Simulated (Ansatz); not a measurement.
Input of the run:

```
crystal:
  lattice:
    - [1.5855007458, 0.9153892824, 6.115]
    - [-1.5855007458, 0.9153892824, 6.115]
    - [0.0, -1.8307785648, 6.115]
  atoms:
    - { symbol: Mo, position: [0.0, 0.0, 0.0] }
    - { symbol: S, position: [0.75, 0.75, 0.75] }
    - { symbol: S, position: [0.25, 0.25, 0.25] }
kpoints:
  mp_grid: { grid: [13, 13, 13] }
  band_path:
    path:
      - [0.0, 0.0, 0.0]
      - [0.5, 0.5, 0.5]
      - [0.8183941291, 0.1816058709, 0.5]
      - [0.5, -0.1816058709, 0.1816058709]
      - [0.5, 0.0, 0.0]
      - [0.0, 0.0, 0.0]
      - [0.3408029355, -0.3408029355, 0.0]
      - [0.6591970645, 0.0, 0.3408029355]
      - [0.5, 0.0, 0.5]
    npoints: 8
scf:
  occupations: { method: fermi_dirac, width: 0.08 }
hamiltonian:
  xc: pbe
  pseudopotentials: { kind: all_electron, lapw: { basis_error: 0.001 } }
output:
  forces: true
  stress: true
  eigenvalues: true
  populations: true
  dos: { projected: true, de: 0.2, e_range: [-14, 8] }
```

What does the calculation give for the electronic structure? The path is Γ–T–H2–H0–L–Γ–S0–S2–F.

A metal: 3 bands cross the Fermi level along this path. The last band that the electron count would fill rises to 0.53 eV above the Fermi level between H0 and L, leaving holes there, and the next band dips to 0.33 eV below it at T, holding electrons: an overlap of 0.85 eV. The density of states at the Fermi level isn't well fixed here: it changes fast, and within 0.3 eV it runs from 0.76 to 2.1 per eV and cell. By projected weight, the states within 0.3 eV of the Fermi level are Mo (50 %) and S (50 %).

The atoms aren't at rest in this cell (largest force 1.0 eV/Å), so the relaxed material can differ. The cell is at 8 GPa in this functional.

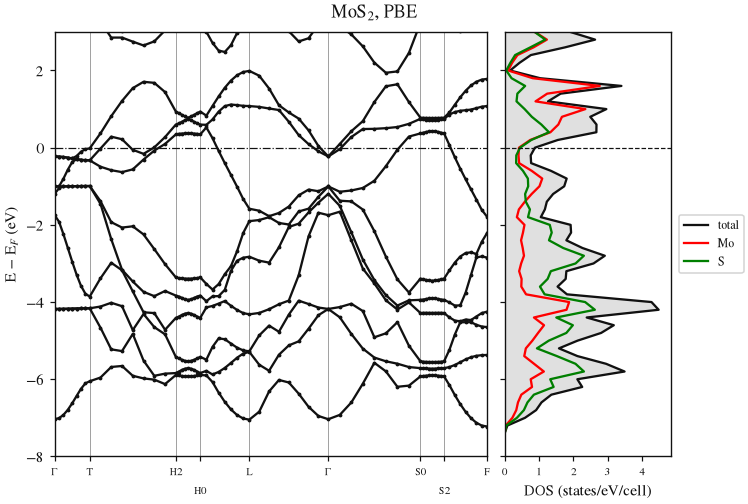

Band structure and density of states. Energies are counted from the Fermi level. The path runs straight from each named point to the next. The partial curves are projected on atomic shells.
